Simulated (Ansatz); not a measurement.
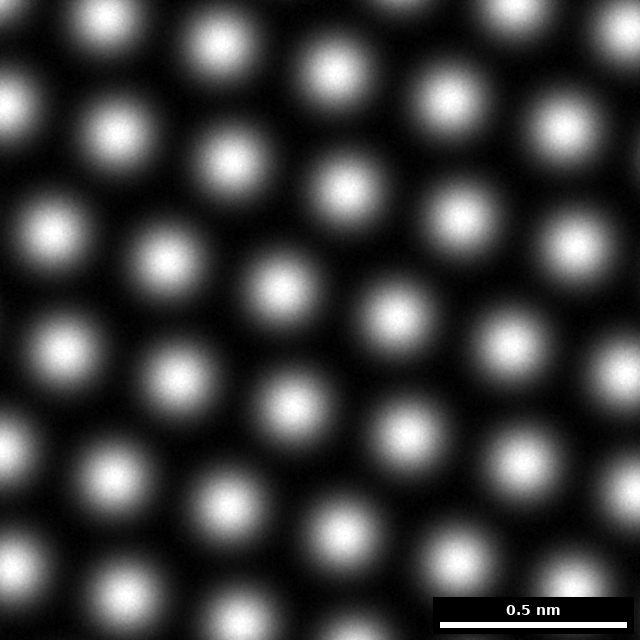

HAADF-like image of a crystal. Simulated incoherent Z contrast: every atom adds Z^1.7 spread by a probe of 1.30 Å full width; channelling and multiple scattering are left out. The display is stretched by a gamma of 0.8; percentages refer to the linear signal. Shot noise was added.

Q: What two-dimensional lattice does the image show, and how large is its cell?

A: The pattern repeats on a rectangular net of 3.2 × 6.0 Å.

Q: What is the plane group of the image?

A: p2mg: mirror lines in one direction, glide lines across them, twofold points on the glide lines.

Q: How many columns does the smallest repeating cell hold, and how many levels of brightness?

A: 2 columns in the primitive cell of 19.2 Å², all of one brightness.

The crystal is Yb (P6_3/mmc, No. 194) seen along [100]. Atomic positions: the end point of a relaxation at fixed volume with Ansatz 0.2.0, DFT PBE, spin-orbit coupling, plane waves, PAW; the starting structure was generated, so it need not be a known form of this composition.
